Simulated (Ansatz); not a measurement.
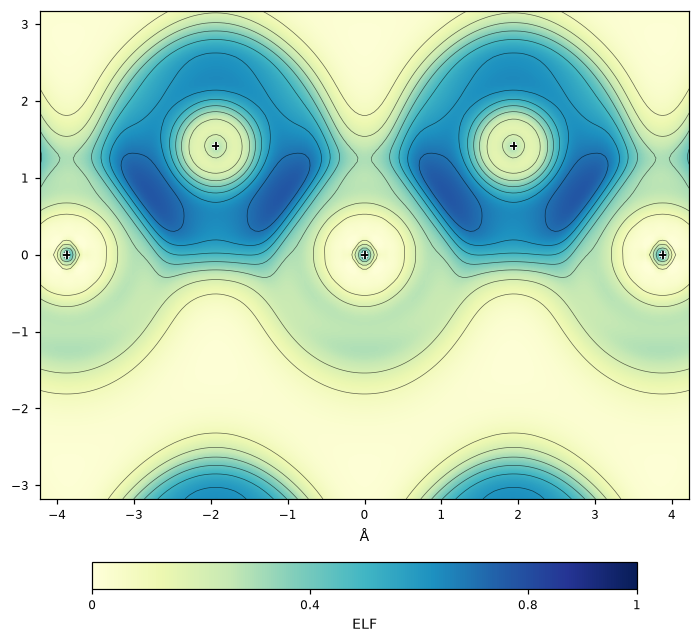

The ELF on a plane through atoms (crosses mark nuclei in the plane).

Theory: DFT, LDA, PAW with Ansatz's default frozen-core files, scalar-relativistic (Ansatz).

Candidates:
A. MnO, a = 3.16 Å, b = 3.16 Å, c = 7.62 Å, α = 90.00°, β = 90.00°, γ = 120.00°. Space group R-3m; changed on purpose from its base cell (equal xy, yz and zx shear strains of -1 %, PAW files); computed pressure about −16 GPa in this cell; spin-polarised.
B. Ga, a = 3.91 Å, b = 4.03 Å, c = 2.90 Å, α = 90.00°, β = 129.88°, γ = 90.00°. Space group C2/m; changed on purpose from its base cell (equal xy, yz and zx shear strains of -3 %, PAW files); computed without spin polarisation.
C. GaAs, a = 3.88 Å, b = 3.88 Å, c = 5.65 Å, α = 90.00°, β = 90.00°, γ = 90.00°. Space group I-4m2; changed on purpose from its base cell (equal xx and yy strain of -3 %, PAW files); computed pressure about 3 GPa in this cell.

Which candidate gave the map?

Candidate C: GaAs on the (100) plane of the conventional cell, which holds Ga and As. Ga–As (2.40 Å): the ELF peaks at about 0.75 between the atoms, as expected for localised, covalent bonding.
